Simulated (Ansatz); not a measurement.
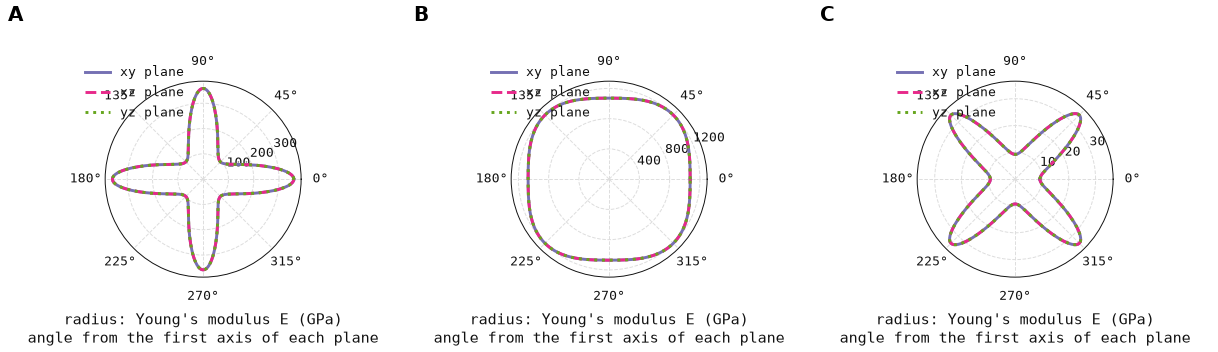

Each panel shows the Young's modulus as a function of direction in the xy, xz and yz planes for one of these solids: AlCu₃, Fm-3m (No. 225), 11.6 Å³/atom, ions relaxed; C, Fd-3m (No. 227), 5.5 Å³/atom, ions relaxed; ZrS, Fm-3m (No. 225), 16.9 Å³/atom, ions relaxed.

How it was computed, with Ansatz 0.2.0: elastic stress-strain coefficients at zero temperature from small strains of the given cell, Voigt order xx yy zz yz xz xy, Cartesian axes of the cell vectors; plane waves with PAW datasets, Γ-centred k mesh. Level: LDA, no spin polarisation.

Which panel belongs to which solid?

Answer. A is ZrS (E along x, y, z: 359, 359, 359 GPa); B is C (E along x, y, z: 1070, 1070, 1070 GPa); C is AlCu₃ (E along x, y, z: 9.24, 9.24, 9.24 GPa).

For AlCu₃, limits of the calculation: metal sensitive to the k mesh.

For C, limits of the calculation: lies under the reference phase in this functional.

For ZrS, limits of the calculation: metal sensitive to the k mesh.
